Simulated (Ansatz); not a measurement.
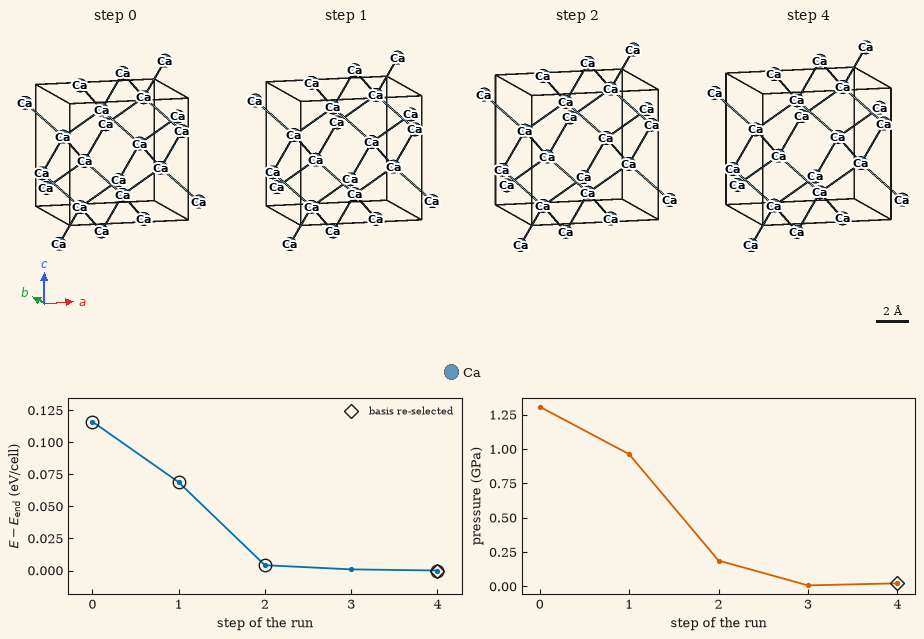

Frames of a relaxation of crystalline Ca (a generated structure, set up in Fd-3m), marked on the history of the run. Style: ball-and-stick. Shown: the conventional cell (4 times the calculation's cell), slightly off an axis. Lengths and directions refer to the drawn axes.

Phase: diamond.

Computed with Ansatz, DFT, PBEsol, plane waves (420 eV) with PAW, scalar-relativistic. Settings: plane-wave cutoff 420 eV; k-point mesh 7 × 7 × 7; occupations fermi dirac; smearing width 0.1 eV; no spin polarisation; cell and atoms relaxed; force threshold 0.01 eV/Å; at most 60 steps.

What happens along the run?

After 3 accepted moves (4 points after the start) the energy has fallen by 0.116 eV per cell of the calculation. All forces vanish by symmetry, so only the cell relaxes. Pressure: 1.31 GPa at the start and 0.02 GPa at the end. The SCF was repeated once at an unchanged geometry on a basis and grid sized afresh for the cell, which shifted the energy by 0.9 meV per cell of the calculation at most. No atom moves by more than 0.005 Å relative to the cell. The volume changes by +26.2 %, with a = b = c 7.782 → 8.410 Å (+8.1 %). Some distances before and after: Ca–Ca 3.370 → 3.642 Å. The space group stays Fd-3m (No. 227). The program noted that a PAW file was made for another functional than the run's. The run took 5.9 s on 2 threads of Arm Neoverse V1, on a shared host, peak memory 0.37 GiB. From step 0 to 1: volume +5.7 %, energy −47.3 meV per cell of the calculation. From step 1 to 2: volume +15.1 %, energy −64.8 meV per cell of the calculation. From step 2 to 4: volume +3.8 %, energy −4.1 meV per cell of the calculation.
